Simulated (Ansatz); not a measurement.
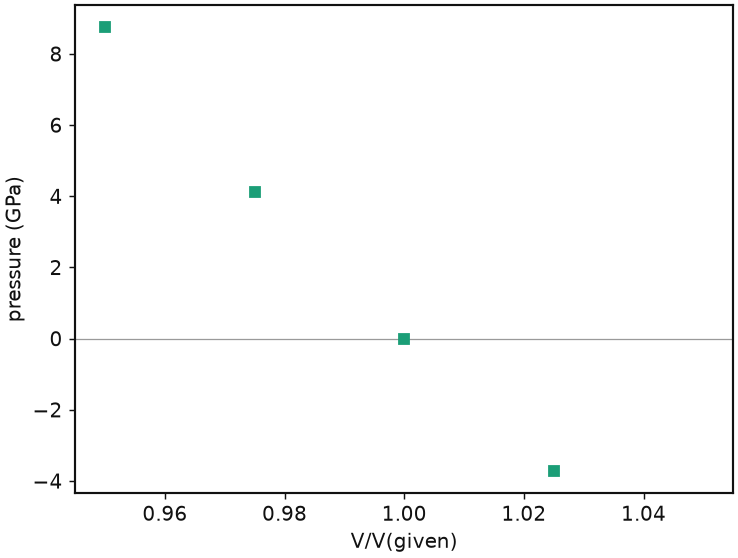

The picture above shows the pressure against V/V(given) for N, space group Fd-3m (No. 227).

Cell as given: a = 2.959 Å, b = 2.959 Å, c = 2.959 Å, α = 60.00°, β = 60.00°, γ = 60.00°; 2 atoms.

Computed with Ansatz 0.2.0: periodic Kohn-Sham DFT of a crystal at fixed atoms, scaled to the stated factor times the given cell; pressure positive in compression. Level: PBE.

method frozen-core PAW; relativity scalar; k mesh 13×13×13; occupations Fermi–Dirac; smearing width 0.08 eV; wave cutoff 420 eV; PAW set soft_2.

V(given) is 9.16 Å³/atom.

The point at V/V(given) 1.050 is left out of the plot. What does the calculation give there?

```
V/V(given)  pressure (GPa)
     1.050            -7.0
```
